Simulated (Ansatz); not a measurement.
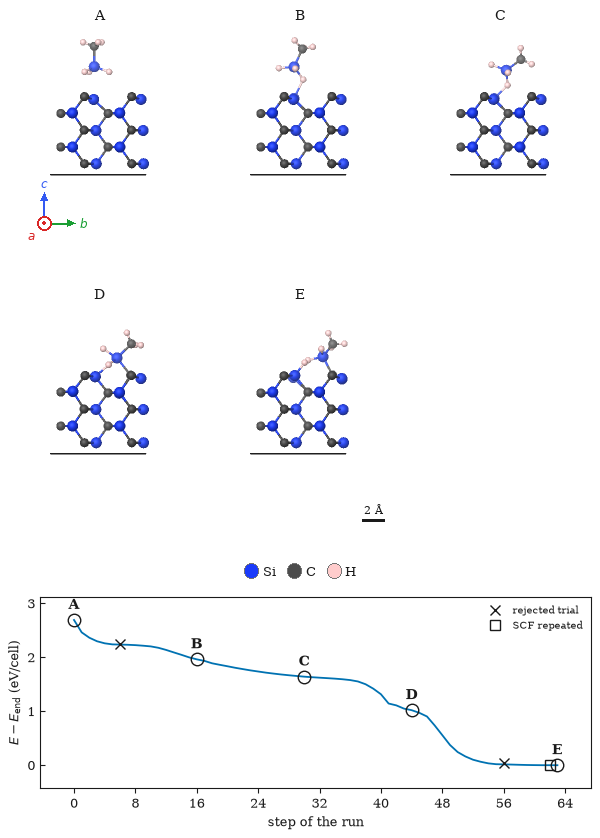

Frames of a constrained relaxation of a slab of composition Si7H2C7 (cut from the F-43m phase), marked on the history of the run. A ball-and-stick model of the cell of the calculation, outlined in the plane, without the vacuum (origin shifted), seen along the a axis.

Case: 1 MeSiH3 a cell, upright, over a bridge Si-C site. The slab is the (1 1 0) face of SiC with MeSiH3 on it. 16 atoms are held fixed.

Theory: DFT PBE+D3(BJ), scalar-relativistic, plane waves, PAW (Ansatz). Settings: plane-wave cutoff 420 eV; k-point mesh 3 × 2 × 1; occupations gaussian; smearing width 0.05 eV; no spin polarisation; dipole correction; atoms relaxed in a fixed cell; force threshold 0.04 eV/Å; at most 100 steps.

Describe the path.

Answer. The atom that moves furthest is an H atom (4.88 Å at 65° to the normal (−c side)). By element the largest moves are H 4.88 Å, C 3.97 Å, Si 2.91 Å. The cell doesn't change. Near-neighbour distances that change, for instance: C–Si 4.526 → 1.897 Å, Si–Si 5.279 → 2.998 Å, H–Si 3.048 → 1.493 Å, H–Si 1.470 → 2.571 Å. New bonds form, among them: C–Si (4.53 → 1.90 Å), H–Si (3.05 → 1.49 Å). Bonds break, among them: H–Si (1.47 → 2.57 Å). Among the angles between lasting bonds that change: Si–C–Si 99.5° → 109.9°, Si–C–Si 98.4° → 107.0°, Si–C–Si 99.5° → 108.1°. Over 60 accepted moves (63 points after the start) the energy falls by 2.694 eV per cell of the calculation. The largest force component goes from 1.1 to 0.015 eV/Å. The line search rejected the trial steps at points 6, 56 of the run. 1 step only repeated the SCF at the same geometry. The forces were under the threshold at step 7, but the run went on from there. From step 0 to 16: an H atom moves most (1.59 Å), energy −0.730 eV per cell of the calculation. From step 16 to 30: an H atom moves most (2.52 Å), energy −0.321 eV per cell of the calculation. From step 30 to 44: an H atom moves most (2.07 Å), energy −0.622 eV per cell of the calculation. From step 44 to 63: an H atom moves most (1.91 Å), energy −1.021 eV per cell of the calculation.

Limits of the set-up: the periodic images lie only 6.1 Å apart, so the values are limited by the cell's size.
